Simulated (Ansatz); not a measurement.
# Sn16O33 (cell with a defect): what the fields show

Sn16O33 (cell with a defect), 49 atoms, a = 9.41 Å, b = 9.41 Å, c = 9.41 Å, α = 93.02°, β = 118.27°, γ = 118.27°.

All numbers below come from DFT PBE, scalar-relativistic, plane waves, PAW (Ansatz 0.2.0).

Core electrons are frozen (PAW), and the valence fields are smoothed inside the atomic spheres.

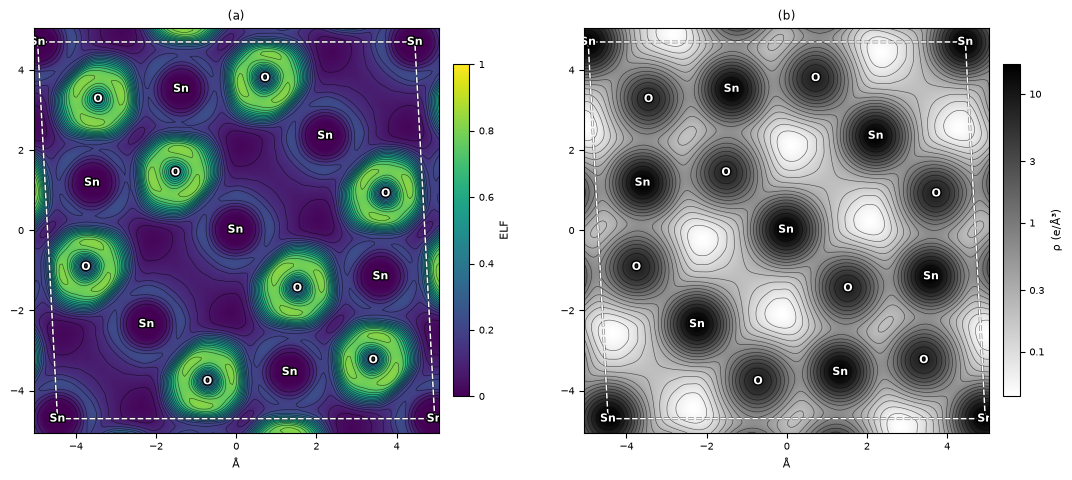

Figure 1. (a) ELF; (b) valence electron density on the (100) plane of the calculation cell.

### Interpret the plot.

- The plane passes through Sn and O nuclei.
- Sn–O (2.07 Å): ρ at the midpoint is about 0.66 e/Å³; the ELF peaks at about 0.80 in the valence shell of O, 0.6 Å from its nucleus, and is about 0.25 at the midpoint; no shared electron pair shows on this line.
- Sn–O (2.12 Å): the density is about 0.58 e/Å³ at the midpoint; the ELF peaks at about 0.80 in the valence shell of O, 0.6 Å from its nucleus, and is about 0.25 at the midpoint (no localised pair shows between them).
- Between the atoms the lowest density in this plane is 0.05 e/Å³.

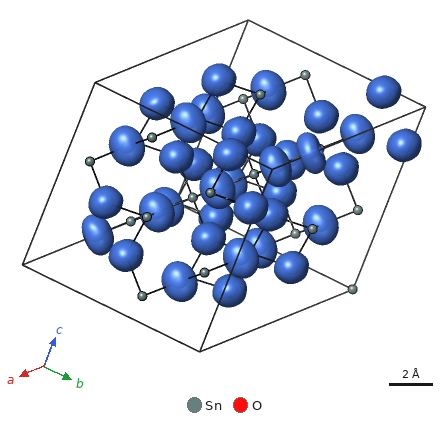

Figure 2. Isosurface of the electron localisation function at 0.7 (blue), seen at an oblique angle. Core shells and regions of very low density are left out. Sticks mark near contacts.

### Identify the bonds, lone pairs and shells in this picture.

The surface consists of 33 regions wrapped around O (the valence shell of each), counted in one cell of 49 atoms. Any copies at cell faces, edges or corners count once. Profiles from the grid: Sn–O (1.93 Å): the ELF peaks at about 0.85 in the valence shell of O, 0.6 Å from its nucleus, and is about 0.30 at the midpoint; no shared electron pair shows on this line. Sn–O (2.03 Å): the ELF peaks at about 0.80 in the valence shell of O, 0.6 Å from its nucleus, and is about 0.25 at the midpoint: no shared electron pair shows on this line.

### Metal or insulator at this level of theory?

It is gapped, with a Kohn–Sham gap of 1.2 eV on the k-point mesh (the band edges may lie off the mesh, which would make the gap smaller).
